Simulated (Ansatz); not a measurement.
System: KCl.

The calculation's input:

```
crystal:
  lattice:
    - [3.3653702326, 0.0, 0.0]
    - [0.0, 3.3653702326, 0.0]
    - [0.0, 0.0, 3.3653702326]
  atoms:
    - { symbol: K, position: [0.0, 0.0, 0.0] }
    - { symbol: Cl, position: [0.5, 0.5, 0.5] }
basis:
  ecutwfc: 420
kpoints:
  mp_grid: { grid: [8, 8, 8] }
hamiltonian:
  xc: pbesol
scf:
  occupations: { method: fixed }
output:
  forces: true
  stress: true
  eigenvalues: true
  write_density: true
  write_potential: true
  elf: true
  volumetric_format: npy
relax:
  adjacent_minimum: "off"
  f_tol: 0.001
  max_steps: 60
  cell: { stress_tol: 0.02, p_target: 15.0 }
```

Launched as:

```sh
ansatz run input.yaml --threads 2 --pin off --max-ram 5120MiB --backend cpu --events-out ev --progress --plain --runs-dir out
```

Below, planes, directions and counts refer to the conventional cell (a = 3.37 Å, b = 3.37 Å, c = 3.37 Å, α = 90.00°, β = 90.00°, γ = 90.00°).

The fields are those of the relaxed geometry.

Space group Pm-3m; computed pressure about 15 GPa in this cell.

These are results of Ansatz, DFT PBEsol, scalar-relativistic, plane waves, PAW, not measurements.

What will maps of the valence pseudo-density and electron localisation function show?

K–Cl (2.91 Å): the density is about 0.15 e/Å³ at the midpoint; the ELF peaks at about 0.85 in the valence shell of Cl, 0.8 Å from its nucleus, and drops to about 0.05 between the two atoms: a largely ionic contact.

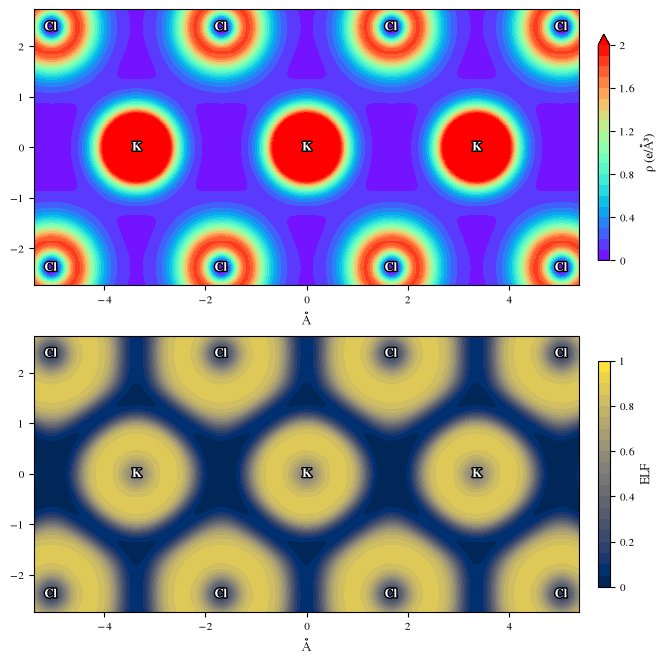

Computed valence pseudo-density and electron localisation function on the (101̄) plane of the conventional cell, in this order. 
